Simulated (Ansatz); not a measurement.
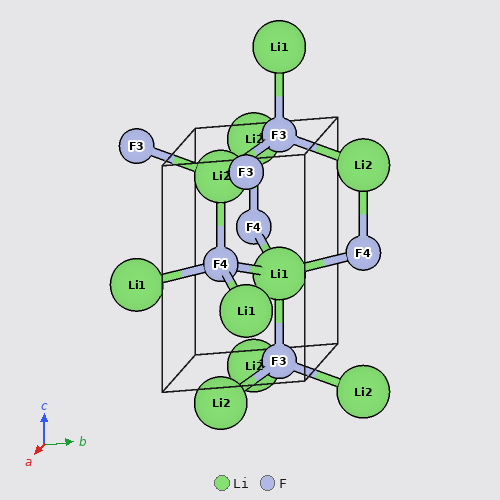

The system is LiF (P6_3mc, No. 186; 4 atoms in the cell); the picture shows the reference structure. The cell is strained homogeneously, by one strain along x and y and another along z, with fractional coordinates fixed (x along [1 0 0], z along [0 0 1] of the conventional cell). First axis: strain along x and y. Second axis: strain along z. Grid: 5 × 5 points. Points are written as (first, second). Energies are in meV/atom, from the lowest grid point. The reference cell is the one listed in the database, not relaxed at this level. Method: DFT PBEsol, scalar-relativistic, plane waves, PAW (Ansatz). Settings: cutoff 420 eV, k-mesh 9×9×6 in the order of the run's cell vectors, gaussian smearing 0.05 eV, no spin polarisation.

Its coordinates:

```yaml
crystal:
  lattice:
    - [3.06094, 0.00000, 0.00000]
    - [-1.53047, 2.65085, 0.00000]
    - [0.00000, 0.00000, 4.80732]
  atoms:
    - { symbol: Li, position: [0.33333, 0.66667, 0.38115] }
    - { symbol: Li, position: [0.66667, 0.33333, 0.88115] }
    - { symbol: F, position: [0.33333, 0.66667, 0.99384] }
    - { symbol: F, position: [0.66667, 0.33333, 0.49384] }
```

Range: strain along x and y from −8 to 8 %; strain along z from −8 to 8 %.

**What landscape does the calculation give?**

The lowest grid point is at (0 %, 0 %). It is the only kind of minimum in the scanned range. The highest grid point, (−8 %, −8 %), lies 156 meV/atom above the lowest. Round the minimum the valley is somewhat tilted: raising strain along x and y shifts the best value of strain along z downwards (coupling k₁₂/√(k₁₁k₂₂) about 0.3). The gap on the k-mesh is 7.7 eV at the lowest point and runs from 6.7 to 9.2 eV over the map.

| strain along z ↓, strain along x and y → | −8 | −4 | 0 | 4 | 8 |
| --- | --- | --- | --- | --- | --- |
| 8 | 87 | 29 | 13 | 27 | 62 |
| 4 | 86 | 23 | 3 | 13 | 44 |
| 0 | 95 | 25 | 0 | 6 | 33 |
| −4 | 116 | 40 | 9 | 10 | 32 |
| −8 | 156 | 72 | 35 | 30 | 46 |

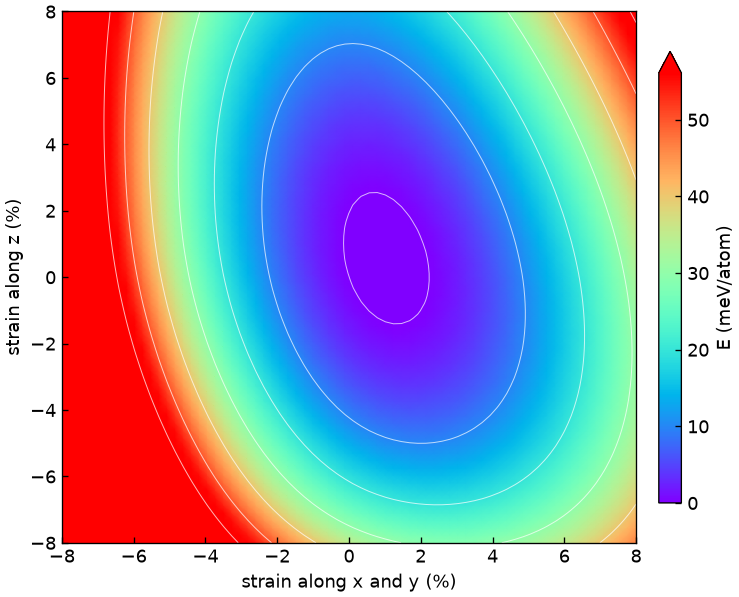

In the figure: a smooth colour map with a few white contour lines, one colour for all values above the top of the scale. Between grid points the surface is interpolated.
